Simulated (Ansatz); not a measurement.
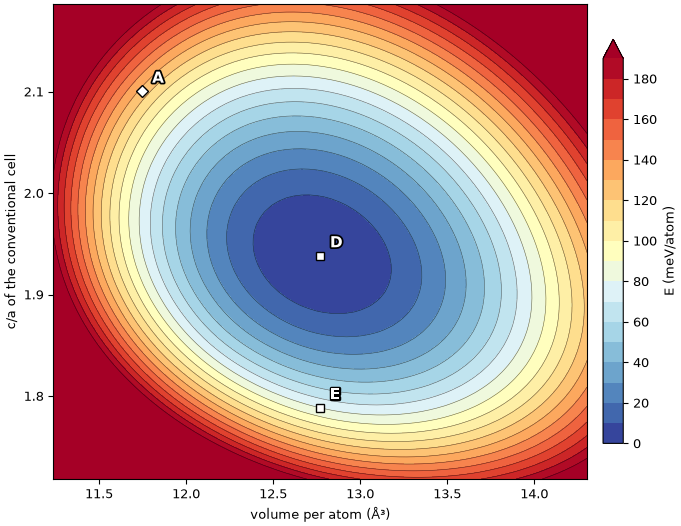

TaN (P6_3mc, No. 186; 4 atoms in the cell). The energy is mapped over volume and the cell's shape. Coordinates scanned: (1) volume per atom; (2) c/a of the conventional cell. Nothing is relaxed (fractional coordinates fixed). The grid has 7 × 7 points. Points are written as (first, second). Energies: meV/atom, counted from the lowest grid point. Level of theory: DFT PBEsol, scalar-relativistic, plane waves, PAW in Ansatz 0.2.0. Settings: cutoff 520 eV, k-mesh 18×18×8 in the order of the run's cell vectors, gaussian smearing 0.15 eV, no spin polarisation.

The picture shows filled contours, one colour for all values above the top of the scale, lettered points. Between grid points the surface is interpolated.

What kind of point is each of A, D, E: minimum, saddle, maximum or slope?

A: on a slope; D: minimum; E: on a slope. (In these two coordinates alone; a stationary point may lie a little off the grid point.)

Rank the lettered points by energy, lowest first.

D (0 meV/atom), E (80 meV/atom), A (127 meV/atom).

PAW datasets: the set soft_1.
